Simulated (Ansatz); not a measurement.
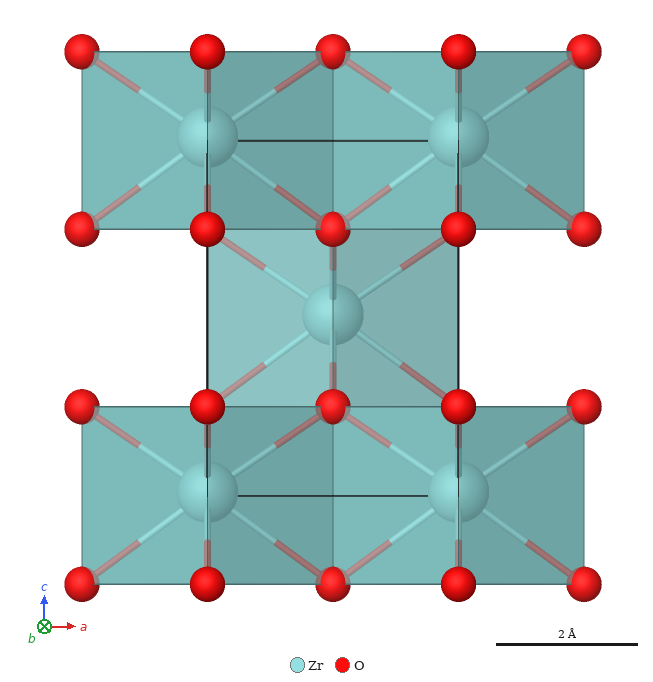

Drawn in the polyhedral manner and seen along the b axis. The conventional unit cell is drawn as a box. Some neighbours outside the box are added.

Size of the cell: a = 3.58 Å, b = 3.58 Å, c = 5.06 Å, α = 90.00°, β = 90.00°, γ = 90.00°.

Treated as bonds: O–Zr up to 2.73 Å (cut-off distances).

The composition is ZrO$_{2}$.

Question: Lattice type?

Answer: Body-centred tetragonal.

Question: Describe the coordination of Zr.

Answer: Eight O in a cubic arrangement at about 2.2 Å. Not all metal-metal contacts are counted.

Question: Describe the connectivity.

Answer: The bonds build a three-dimensional framework.

The model was built from a structure type known for this compound. The cell was then strained or its atoms displaced on purpose. It was the input of a calculation with Ansatz.
